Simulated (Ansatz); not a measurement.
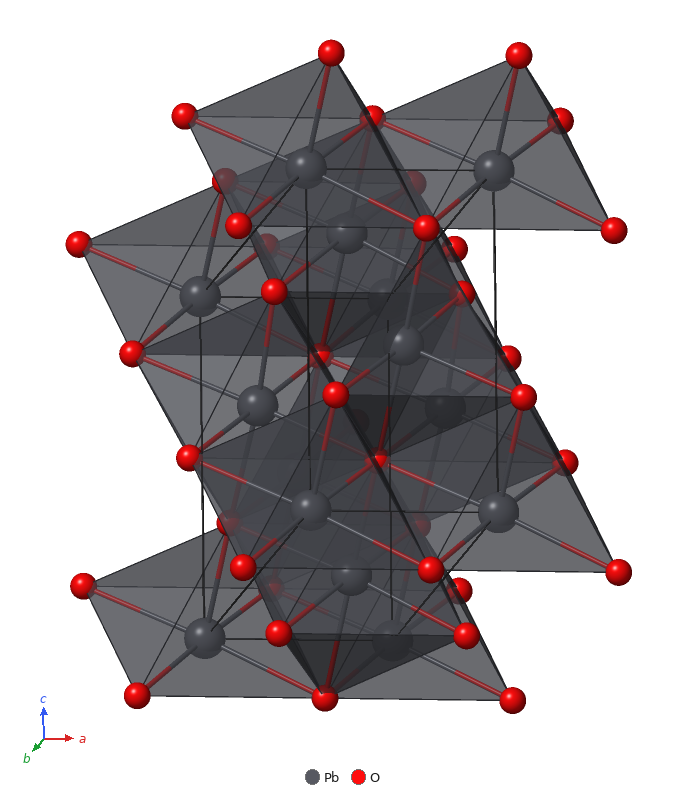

This polyhedral model is shown from a general direction. The unit cell is outlined; an atom on or near a face, edge or corner is repeated at each equivalent position. Some neighbours outside the box are added. Cell: a = 3.707 Å, b = 6.509 Å, c = 6.423 Å, α = 109.53°, β = 90.81°, γ = 90.84°.

What is this?

- The solid is PbO.
- No point symmetry survives, so the space group is P1.
- It is a distorted form of a face-centred cubic structure, space group Fm-3m (No. 225) within 0.25 Å: rock salt (NaCl type).
- With Z = 4, the cell contains 4 Pb, 4 O.

The model was built from a textbook structure type filled with these elements (whether it is the usual form wasn't checked). Earlier steps of the study may have refined or changed the cell and positions. It was set up as input for a calculation with Ansatz.
